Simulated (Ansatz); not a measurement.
Ti

Space group Fm-3m; the calculation finds a residual pressure of about 4 GPa at this fixed cell. This isn't the usual form at ambient conditions.

```
Ti
1.0
     4.06000    0.00000    0.00000
     0.00000    4.06000    0.00000
     0.00000    0.00000    4.06000
Ti
4
Direct
  0.00000 0.00000 0.00000
  0.50000 0.50000 0.00000
  0.50000 0.00000 0.50000
  0.00000 0.50000 0.50000
```

Level of theory: DFT PBE, scalar-relativistic, plane waves, PAW (Ansatz).

How does the converged density differ from a superposition of free atoms?

Ti–Ti (2.87 Å): Δρ is +0.006 e/Å³ at the midpoint.
Over the whole cell, outside the masked cores, the largest gain, 0.04 e/Å³, lies 1.8 Å from a titanium nucleus, and the largest loss lies at the edge of the masked core of Ti.
The rearranged charge, half the integral of |Δρ|, is about 0.16 e an atom.

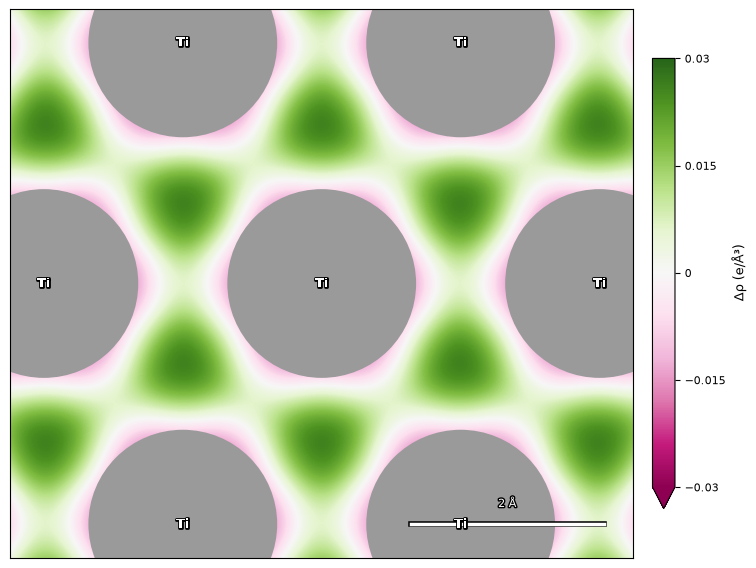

Computed deformation density: a map on the (111) plane of the conventional cell, with grey discs over the atomic cores.

Cores are masked to 1.0 Å (Ti).

In a PAW calculation such maps are meaningful between the atoms, not at the nuclei.
